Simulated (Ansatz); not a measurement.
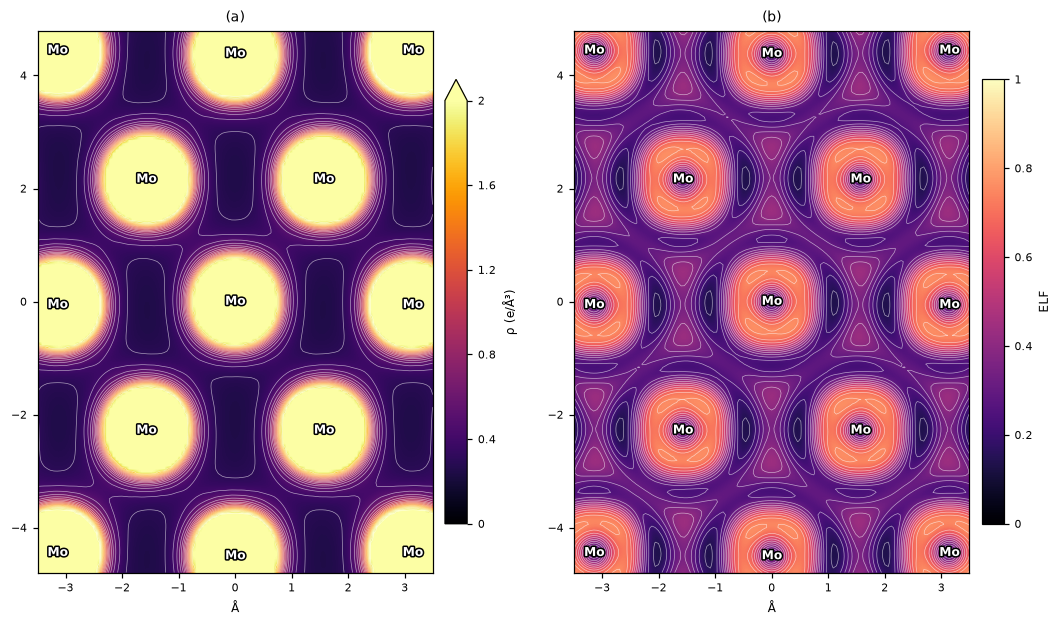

Mo. (a) valence electron density; (b) electron localisation function on the (011) plane of the conventional cell.

Space group I4mm; changed on purpose from its base cell (atom 1 (Mo) moved +0.080 A along Cartesian [1 0 0]); not relaxed (largest force 1.0 eV/Å); computed pressure about 5 GPa in this cell; computed without spin polarisation.

These are results of DFT PBE, scalar-relativistic, plane waves, PAW (Ansatz 0.2.0), not measurements.

Core electrons are frozen (PAW), and the valence fields are smoothed inside the atomic spheres.

> Read the bonding off the picture.

- The section cuts through Mo sites.
- Mo–Mo (2.68 Å): the density is about 0.41 e/Å³ at the midpoint; the ELF is about 0.30 at the midpoint.
- Mo–Mo (2.72 Å): ρ is about 0.38 e/Å³ halfway; the ELF is about 0.30 at the midpoint.
- Mo–Mo (2.77 Å): ρ at the midpoint is about 0.35 e/Å³; the ELF is about 0.30 at the midpoint: no shared electron pair shows on this line.
- Between the atoms the lowest density in this plane is 0.25 e/Å³.
- The features right at Mo lie inside the PAW spheres, where the map follows smoothed inner orbitals and isn't to be read closely.

> Metal or insulator at this level of theory?

It is metallic or semimetallic at this level of theory: no gap opens.
